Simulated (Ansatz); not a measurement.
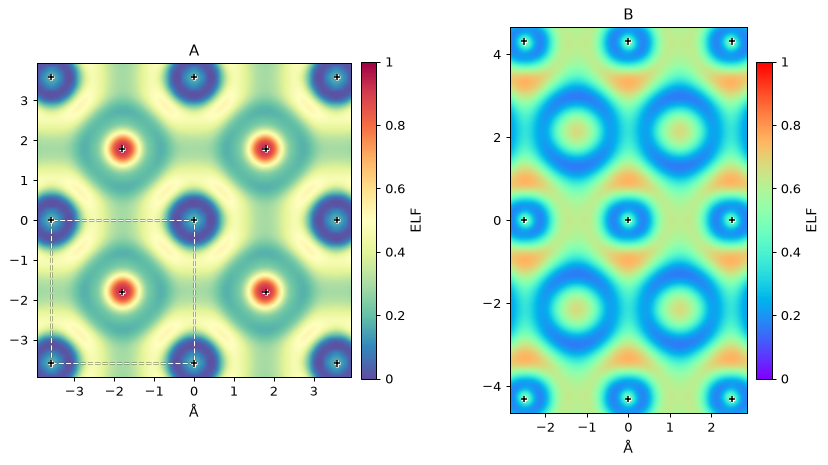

The electron localisation function of 2 systems, each on a plane through atoms (crosses mark nuclei in the plane).

Theory: Ansatz 0.2.0, DFT LDA, scalar-relativistic, plane waves, PAW.

System 1: Ta2Si, the (11̄0) plane of the conventional cell. Space group I4/mcm; a structure from a database of computed crystals, not necessarily the ambient phase.

```yaml
crystal:
  lattice:
    - [6.09271, 0.00000, 0.00000]
    - [0.00000, 6.09271, 0.00000]
    - [0.00000, 0.00000, 5.00950]
  atoms:
    - { symbol: Ta, position: [0.33705, 0.16295, 0.50000] }
    - { symbol: Ta, position: [0.83705, 0.66295, 0.00000] }
    - { symbol: Ta, position: [0.33705, 0.83705, 0.00000] }
    - { symbol: Ta, position: [0.83705, 0.33705, 0.50000] }
    - { symbol: Ta, position: [0.16295, 0.33705, 0.00000] }
    - { symbol: Ta, position: [0.66295, 0.83705, 0.50000] }
    - { symbol: Ta, position: [0.66295, 0.16295, 0.00000] }
    - { symbol: Ta, position: [0.16295, 0.66295, 0.50000] }
    - { symbol: Si, position: [0.00000, 0.00000, 0.25000] }
    - { symbol: Si, position: [0.50000, 0.50000, 0.75000] }
    - { symbol: Si, position: [0.00000, 0.00000, 0.75000] }
    - { symbol: Si, position: [0.50000, 0.50000, 0.25000] }
```

System 2: AlCu3, the (001) plane of the conventional cell. Space group Pm-3m; a structure from a database of computed crystals, not necessarily the ambient phase; computed without spin polarisation.

```cif
data_structure
_symmetry_space_group_name_H-M 'P 1'
_symmetry_Int_Tables_number 1
_cell_length_a 3.5892
_cell_length_b 3.5892
_cell_length_c 3.5892
_cell_angle_alpha 90.000
_cell_angle_beta 90.000
_cell_angle_gamma 90.000
_cell_volume 46.24
loop_
_atom_site_label
_atom_site_type_symbol
_atom_site_fract_x
_atom_site_fract_y
_atom_site_fract_z
_atom_site_occupancy
Al1 Al 0.00000 0.00000 0.00000 1
Cu1 Cu 0.50000 0.50000 0.00000 1
Cu2 Cu 0.50000 0.00000 0.50000 1
Cu3 Cu 0.00000 0.50000 0.50000 1
```

Match each panel to its system.

Panel A is system 2, AlCu3: the plane holds Al and Cu. Al–Cu (2.54 Å): the ELF is about 0.40 at the midpoint. Panel B is system 1, Ta2Si: the plane holds Si. Si–Si (2.50 Å): the ELF peaks at about 0.65 between the atoms.
